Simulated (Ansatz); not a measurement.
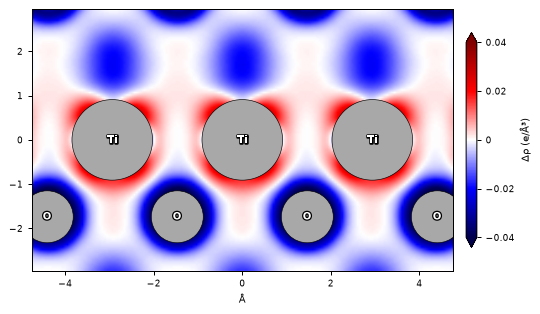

TiO. Difference of the valence pseudo-densities of two functionals at the same geometry, on the (110) plane of the calculation cell: one of LDA and PBE0 less the other.

Space group P-6m2; a generated structure, not necessarily the stable one; built by placing these elements on a known structure type.

Both computed with Ansatz (plane waves, PAW), on the same k-point mesh. Grey discs cover the atomic cores.

```
Ti O
1.0
     3.00943    0.00000    0.00000
    -1.50472    2.60625    0.00000
     0.00000    0.00000    2.93706
Ti O
1 1
Direct
  0.00000 0.00000 0.00000
  0.66667 0.33333 0.50000
```

Which was subtracted from which, and what does the map show?

It is LDA less PBE0. Against PBE0, LDA gives more density around Ti (+0.006 e/Å³ on average at 1.1 Å from the nucleus), less density around O (−0.026 e/Å³ on average at 0.7 Å from the nucleus), less density in the space between the atoms (−0.005 e/Å³ on average) and a change of +0.008 e/Å³ at the midpoint of Ti–O.
